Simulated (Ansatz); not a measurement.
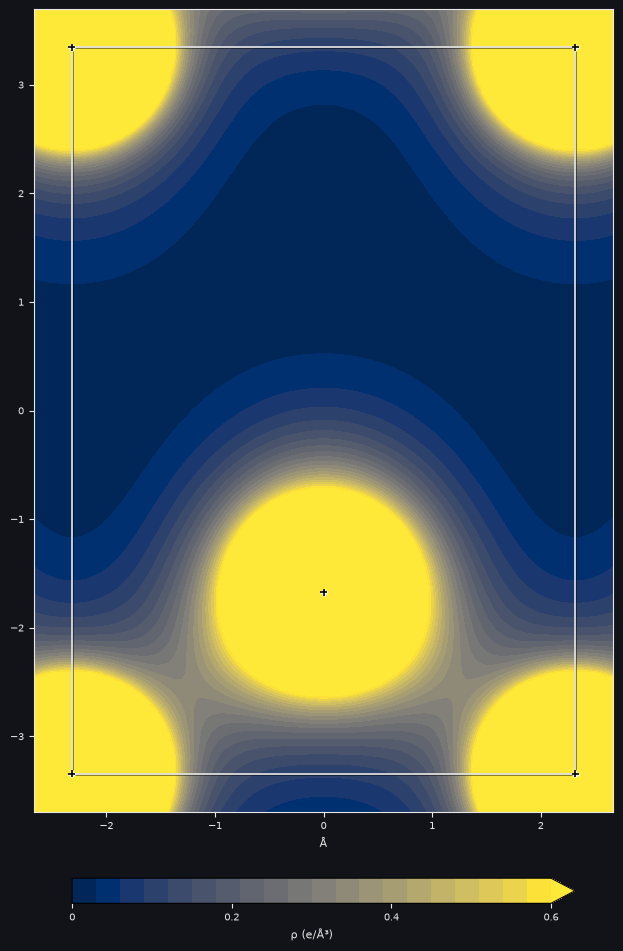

The valence electron density on a plane through atoms (crosses mark nuclei in the plane).

Theory: Ansatz, DFT, r2SCAN with spin-orbit coupling, plane waves, PAW.

Candidates:
A. GaSb, a = 4.34 Å, b = 4.34 Å, c = 6.19 Å, α = 90.00°, β = 90.00°, γ = 90.00°. Space group I-4m2; started from the zincblende prototype, which need not be the ambient phase; changed on purpose from its base cell (uniaxial z strain +1.0%).
B. InSb, a = 4.64 Å, b = 4.64 Å, c = 6.69 Å, α = 90.00°, β = 90.00°, γ = 90.00°. Space group I-4m2; started from the zincblende prototype, which need not be the ambient phase; changed on purpose from its base cell (uniaxial z strain +2.0%).

Which system is this?

Candidate B: InSb on the (010) plane of the conventional cell, which holds In and Sb. In–Sb (2.86 Å): the density is about 0.34 e/Å³ at the midpoint.
